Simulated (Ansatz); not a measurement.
The compound is MoS2 (space group P4_2/mnm, No. 136), taken as the geometry relaxed with DFT, PBE, plane waves, PAW (Ansatz); the starting structure was generated, so it need not be a known form of this composition.

```cif
data_structure
_symmetry_space_group_name_H-M 'P4_2/mnm'
_symmetry_Int_Tables_number 136
_cell_length_a 5.8749
_cell_length_b 5.8749
_cell_length_c 3.2252
_cell_angle_alpha 90.000
_cell_angle_beta 90.000
_cell_angle_gamma 90.000
_cell_volume 111.32
loop_
_atom_site_label
_atom_site_type_symbol
_atom_site_symmetry_multiplicity
_atom_site_Wyckoff_symbol
_atom_site_fract_x
_atom_site_fract_y
_atom_site_fract_z
_atom_site_occupancy
Mo1 Mo 2 a 0.00000 0.00000 0.00000 1
S1 S 4 f 0.28610 0.28610 0.00000 1
```

Bonds are taken as Mo–S below 2.7 Å; no other contact counts. Atoms with one bond or none are removed and atoms with two bonds are replaced by edges, until no such atom is left.

Derive the underlying net.

The result is a binodal (3,6)-connected, three-periodic net: S is a 3-connected node; Mo is a 6-connected node, in the ratio 2:1. It is the rtl net, known from rutile. It is a single net, without interpenetration.

| node | links | point symbol | coordination sequence |
| --- | --- | --- | --- |
| S | 3 | 4·6² | 3 14 19 62 51 144 99 254 163 400 |
| Mo | 6 | 4²·6¹⁰·8³ | 6 10 38 34 102 74 198 130 326 202 |

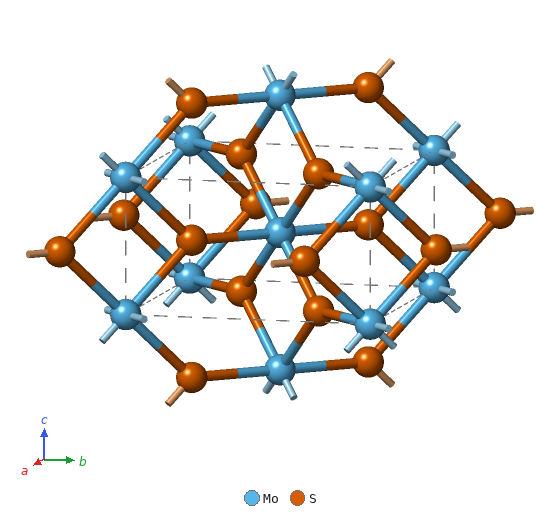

Nodes are coloured by topological kind. Edges to nodes outside the piece are drawn as stubs.
